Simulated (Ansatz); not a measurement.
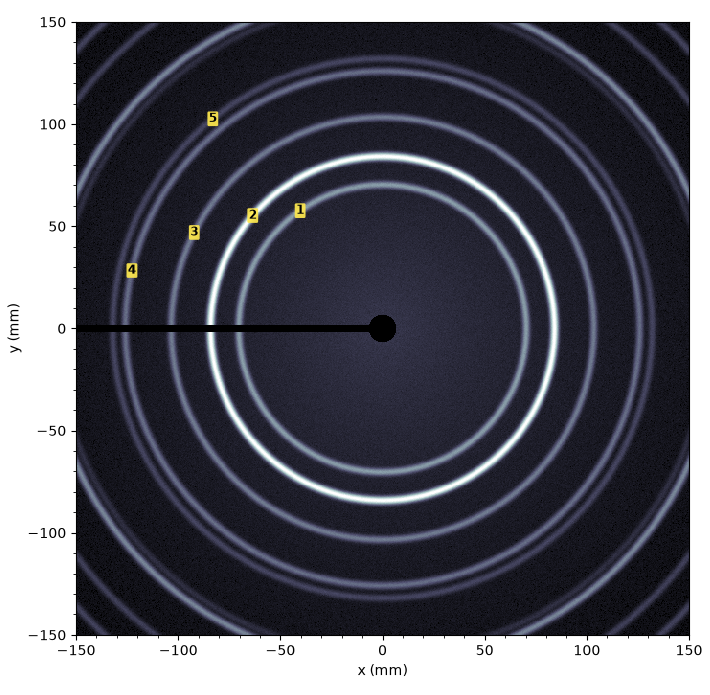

Simulated X-ray powder rings on a flat area detector normal to the beam: λ = 0.7107 Å, sample-to-detector distance 220 mm, axes in mm from the beam centre, for a mixture of two phases. Kinematic intensities with B = 1.0 Å² for all atoms, without absorption; brightness goes as intensity to the power 0.4, clipped at the top, with counting noise. Reflections closer than the ring width show as one ring.

Phase I: Co (Im-3m), a = 2.766 Å, b = 2.766 Å, c = 2.766 Å, α = 90.00°, β = 90.00°, γ = 90.00°; the end point of a relaxation with DFT, PBE, plane waves (420 eV) with PAW, scalar-relativistic (Ansatz); the starting structure was generated, so it need not be a known form of this composition.
Phase II: Co (Pm-3m), a = 2.306 Å, b = 2.306 Å, c = 2.306 Å, α = 90.00°, β = 90.00°, γ = 90.00°; the input geometry of an electronic-structure calculation (not necessarily at equilibrium); the starting structure was generated, so it need not be a known form of this composition.
Volume fractions 0.7 and 0.3.

### Assign each numbered ring to its phase and index it.

```tsv
ring	radius	d (Å)	phase	hkl
1	70.3 mm	2.31	II	100
2	84.2 mm	1.956	I	110
3	103.4 mm	1.630	II	110
4	125.9 mm	1.383	I	200
5	132.0 mm	1.331	II	111
```
